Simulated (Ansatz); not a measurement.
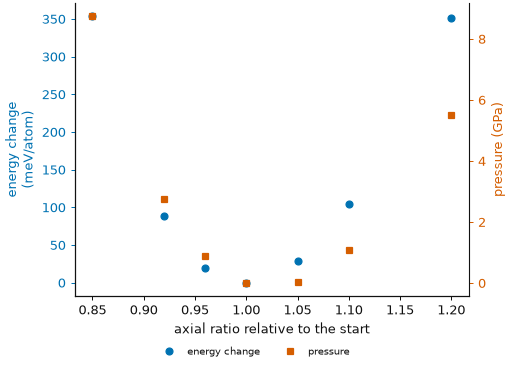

The plot gives the computed energy change and pressure against relative axial ratio for TaN, space group P-62m (No. 189).

Starting cell:
```xyz
6
Lattice="5.1996 0.0000 0.0000 -2.5998 4.5030 0.0000 0.0000 0.0000 2.9104" Properties=species:S:1:pos:R:3 pbc="T T T"
Ta    0.0000    3.0020    1.4552
Ta    2.5998    1.5010    1.4552
Ta    0.0000    0.0000    0.0000
N     2.0404    0.0000    0.0000
N     1.5796    2.7360    0.0000
N    -1.0202    1.7670    0.0000
```

How it was computed, with Ansatz 0.2.0: deformation of a crystal at fixed volume, lengths along the axis scaled against those across it, fractional coordinates fixed, by plane-wave density functional theory with PAW datasets, free energies less that of the undisturbed cell, pressure positive in compression; scalar-relativistic. Level: r2SCAN, no spin polarisation.

wave cutoff 500 eV; k mesh 12×12×18; occupations Gaussian; smearing width 0.15 eV; k shift (0, 0, 0) (mesh steps); start relaxed; path axial; axis direction (0, 0, 1) (Cartesian unit vector).

Q: Where is the energy change lowest, and are there other minima?

A: The lowest computed point is at relative axial ratio 1.00 (0 meV/atom), and no other minimum shows.

Q: Read off the course of the pressure.

A: It goes from 8.740 GPa at relative axial ratio 0.85 to 5.500 GPa at 1.20, not monotonically, with a low of 0.011 GPa at 1.00.

Limits of the calculation: shape and atomic fractions are frozen while scaling, which makes layered, chain and framework solids too stiff.
